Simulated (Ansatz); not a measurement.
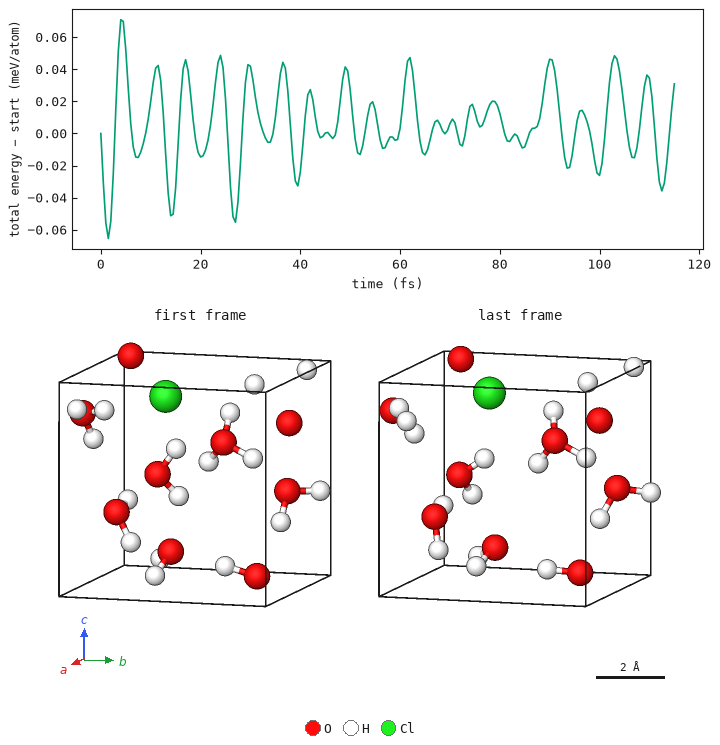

A Born-Oppenheimer molecular dynamics run of a periodic cell with 8 H2O + 1 HCl at 1.145 g/cm³, 115 fs long. It starts from the last geometry of an earlier run, with fresh velocities. The picture is a ball-and-stick view of the simulation cell, seen slightly off an axis.

These are results of DFT r2SCAN, scalar-relativistic, plane waves, PAW in Ansatz, not measurements. Set-up: plane-wave cutoff 500 eV; k-point mesh 1 × 1 × 1; Fermi-Dirac smearing 0.02 eV; low-accuracy preset; constant energy (NVE); velocities drawn for 250 K; time step 0.5 fs; H given the mass 2.014 u.

The input:
```yaml
accuracy: low
crystal:
  lattice:
    - [6.398014, 0.0, 0.0]
    - [0.0, 6.398014, 0.0]
    - [0.0, 0.0, 6.398014]
  atoms:
    - { symbol: O, position: [0.93641083, 0.25803553, 0.39763456] }
    - { symbol: H, position: [0.78350484, 0.26478181, 0.43343333] }
    - { symbol: H, position: [0.94297158, 0.32921367, 0.26083671] }
    - { symbol: O, position: [0.36127869, 0.33960309, 0.13274383] }
    - { symbol: H, position: [0.47128735, 0.2976496, 0.03477223] }
    - { symbol: H, position: [0.25078148, 0.25455527, 0.0802993] }
    - { symbol: O, position: [0.35126767, 0.75336166, 0.0353801] }
    - { symbol: H, position: [0.47817179, 0.78122942, -0.04925865] }
    - { symbol: H, position: [0.36813479, 0.60452131, 0.07790152] }
    - { symbol: O, position: [0.07167656, 1.05483998, 0.99083891] }
    - { symbol: H, position: [-0.01938822, 1.08101702, 0.87492363] }
    - { symbol: H, position: [0.14128385, 0.92834373, 0.9758922] }
    - { symbol: O, position: [0.64266448, 0.00119575, 0.80441909] }
    - { symbol: H, position: [0.71034966, 0.12751463, 0.83391202] }
    - { symbol: H, position: [0.56644694, 0.02964155, 0.67505941] }
    - { symbol: O, position: [0.12034351, 0.51907033, 0.6150007] }
    - { symbol: H, position: [0.13468921, 0.66505159, 0.54908347] }
    - { symbol: H, position: [0.03639982, 0.42017632, 0.50924648] }
    - { symbol: O, position: [0.2089498, 0.85548109, 0.41654761] }
    - { symbol: H, position: [0.13078207, 0.98987487, 0.41290106] }
    - { symbol: H, position: [0.28951414, 0.84874464, 0.28360905] }
    - { symbol: O, position: [0.5224221, 0.32609906, 0.51679285] }
    - { symbol: H, position: [0.52887175, 0.41778571, 0.6410526] }
    - { symbol: H, position: [0.45606583, 0.40783104, 0.40892481] }
    - { symbol: Cl, position: [0.80528579, 0.45444589, 0.9274317] }
    - { symbol: H, position: [1.02281592, 0.51954161, 0.73940382] }
basis:
  ecutwfc: 500.0
kpoints:
  mp_grid: { grid: [1, 1, 1] }
hamiltonian:
  xc: r2scan
scf:
  occupations: { method: fermi_dirac, width: 0.02 }
  lower_state_search: "off"
md:
  timestep: 0.5
  n_steps: 230
  ensemble: nve
  temperature: 250.0
  initial_velocities: maxwell_boltzmann
  seed: 675747
  masses: [{ species: H, mass: 2.014 }]
```

Run as
```bash
ansatz run input.yaml --threads 1 --pin off --max-ram 3072MiB --backend cpu --events-out ev --progress --plain --runs-dir out
```

**How well is the energy conserved, and can the run be trusted?**

The total energy stays between −0.065 and 0.071 meV per atom of its start. A straight-line fit has a slope that amounts to +0.0023 meV per atom over 115 fs (under 0.1 % of the mean kinetic energy), and the ripple about it is 0.6 % of the kinetic energy's fluctuation. With a drift under 2 % and a ripple under 7 %, the integration is accurate. The mean temperature in the second half is 263 K (standard deviation 30 K). The potential energy in the second half lies on average 1.6 meV per atom below the first frame.

Limits of the set-up: the program's low-accuracy preset was used; masses were changed (H 2.014 u), which shifts the vibrations; the periodic images lie only 6.4 Å apart, so the values are limited by the cell's size.
